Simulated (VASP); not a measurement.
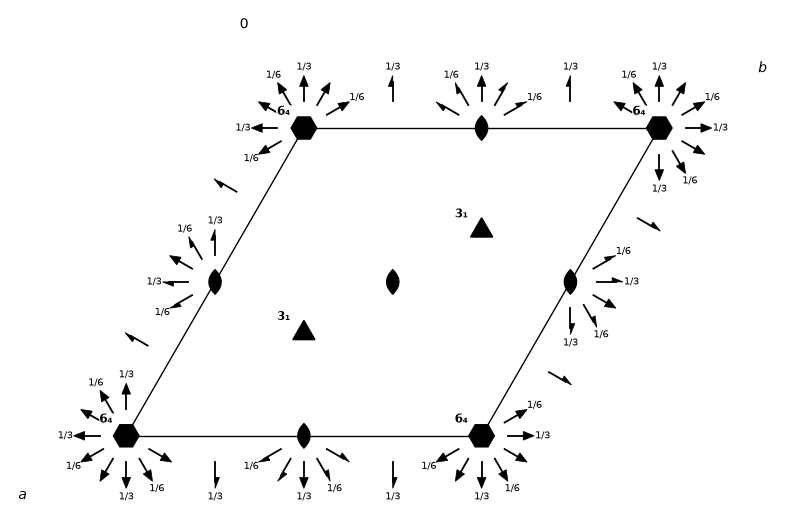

Symmetry elements of a space group, projected down c, computed from the operations of a computed or model structure of composition SiO2.

Graphical symbols as in the International Tables (origin upper left, heights as fractions; handed screw axes are marked by their printed symbols).

**Which space group is it?**

No. 181, P6₄22; primitive hexagonal, point group 622, 12 general positions a cell.

**List the elements shown.**

6₄ axes along c at (0, 0); 3₁ axes along c at (1/3, 2/3), (2/3, 1/3); 2 axes along c at (0, 1/2), (1/2, 0), (1/2, 1/2); 2 axes along [1 1 0] at height 1/6; 2 axes along [1 2 0] at height 0; 2 axes along [2 1 0] at height 1/3; 2 axes along [−1 1 0] at height 1/6; 2 axes along a at height 0; 2 axes along b at height 1/3; 2₁ axes along [1 1 0] at height 1/6; 2₁ axes along [1 2 0] at height 0; 2₁ axes along [2 1 0] at height 1/3; 2₁ axes along [−1 1 0] at height 1/6; 2₁ axes along a at height 0; 2₁ axes along b at height 1/3. Heights repeat every half period; positions are (a, b) fractions, modulo 1.
